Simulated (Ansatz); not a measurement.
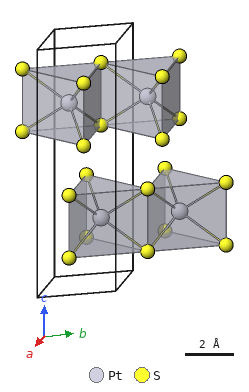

This is the input geometry for a relaxation of solid PtS2 (a generated structure, set up in P6_3/mmc). Style: polyhedral. Shown: the cell of the calculation, repeated 1 × 2 × 1 with one cell outlined, slightly off an axis.

These are results of DFT PBE, scalar-relativistic, plane waves, PAW in Ansatz 0.2.0, not measurements.

Input
```yaml
crystal:
  lattice:
    - [3.5032257602, 0.0, 0.0]
    - [-1.7516128801, 3.0338825035, 0.0]
    - [0.0, 0.0, 10.8728540833]
  atoms:
    - { symbol: Pt, position: [0.3333333333, 0.6666666667, 0.25] }
    - { symbol: Pt, position: [0.6666666667, 0.3333333333, 0.75] }
    - { symbol: S, position: [0.3333333333, 0.6666666667, 0.6234916006] }
    - { symbol: S, position: [0.6666666667, 0.3333333333, 0.1234916006] }
    - { symbol: S, position: [0.3333333333, 0.6666666667, 0.8765083994] }
    - { symbol: S, position: [0.6666666667, 0.3333333333, 0.3765083994] }
basis:
  ecutwfc: 420
kpoints:
  mp_grid: { grid: [12, 12, 4] }
hamiltonian:
  xc: pbe
scf:
  occupations: { method: gaussian, width: 0.1 }
output:
  forces: true
  stress: true
  eigenvalues: true
relax:
  adjacent_minimum: "off"
  f_tol: 0.01
  max_steps: 80
  cell: { stress_tol: 0.05 }
```

Command:
```bash
ansatz run input.yaml --threads 1 --pin off --max-ram 2560MiB --backend cpu --events-out ev --progress --plain --runs-dir out
```

What does the optimiser find from here?

The largest moves relative to the cell, 0.022 Å, are those of S3, S4, S5 and S6. S3 goes along +c. Pt stays in place. Cell: a = b 3.503 → 3.511 Å (+0.2 %), c 10.873 → 11.079 Å (+1.9 %). Volume +2.3 %. Among the contacts that change: Pt1–S4 2.446 → 2.452 Å. The space group stays P6_3/mmc (No. 194). After 2 accepted moves (3 points after the start) the energy has fallen by 6.7 meV per cell of the calculation. Largest force component: 0.088 eV/Å at the start, 0.0051 eV/Å at the end. Pressure: 1.07 GPa at the start and 0.00 GPa at the end. The SCF was repeated once at an unchanged geometry on a basis and grid sized afresh for the cell, which shifted the energy by 0.5 meV per cell of the calculation at most.

History of the run:

| step | E − E(0), meV/atom | largest force component, eV/Å | pressure, GPa | volume, Å³/atom | note |
| --- | --- | --- | --- | --- | --- |
| 0 | 0.00 | 0.0884 | 1.07 | 19.260 |  |
| 1 | -0.96 | 0.0026 | -0.20 | 19.776 |  |
| 2 | -1.03 | 0.0052 | 0.00 | 19.709 |  |
| 3 | -1.12 | 0.0051 | 0.00 | 19.709 | same geometry, new basis |

The structure at the end:

```
Pt S
1.0
     3.51074    0.00000    0.00000
    -1.75537    3.04039    0.00000
     0.00000    0.00000   11.07860
Pt S
2 4
Direct
  0.33333 0.66667 0.25000
  0.66667 0.33333 0.75000
  0.33333 0.66667 0.62547
  0.66667 0.33333 0.12547
  0.33333 0.66667 0.87453
  0.66667 0.33333 0.37453
```

After the run, drawn alike:

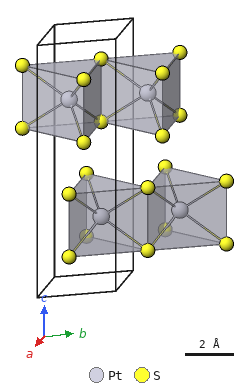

Limits of the set-up: layers or molecules are held without a dispersion correction, so their spacing is unreliable.
